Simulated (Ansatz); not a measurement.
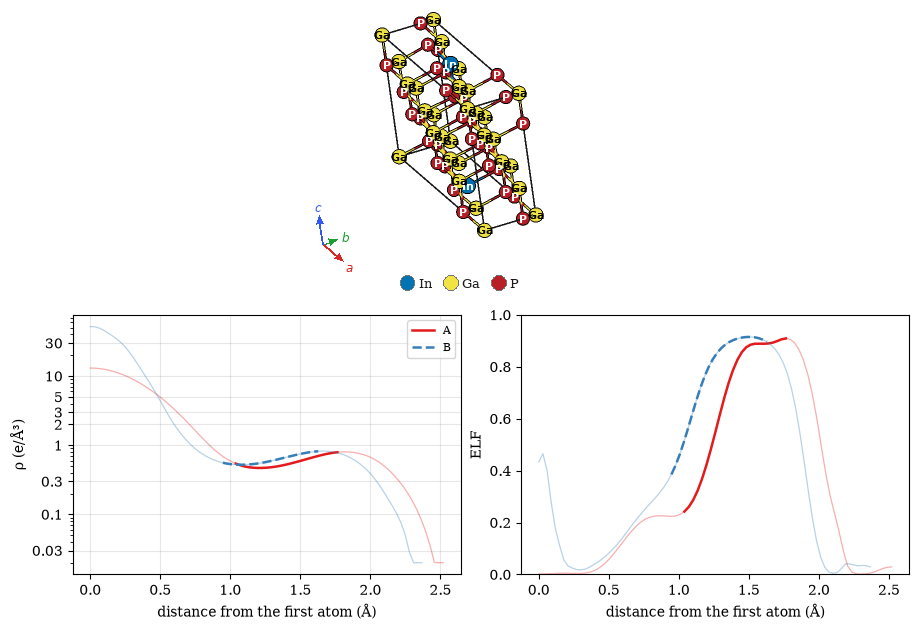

Figure. InGa₁₅P₁₆ (cell with a defect). Valence electron density and electron localisation function along straight lines between neighbouring atoms. Thin, pale parts lie inside the atomic spheres. The structure is drawn too.

The calculation used DFT PBE, scalar-relativistic, plane waves, PAW (Ansatz 0.2.0).

The density is the valence pseudo-density of a PAW calculation; it isn't the true density close to the nuclei.

Which curve belongs to which contact (Ga–P and In–P)? The first atom named is at distance zero.

Answer. Curve A: In–P (2.52 Å): ρ at the midpoint is about 0.47 e/Å³; the ELF peaks at about 0.90 in the valence shell of P, 0.8 Å from its nucleus, and is about 0.55 at the midpoint. Curve B: Ga–P (2.37 Å): ρ is about 0.54 e/Å³ halfway; the ELF peaks at about 0.90 in the valence shell of P, 0.9 Å from its nucleus, and is about 0.75 at the midpoint.
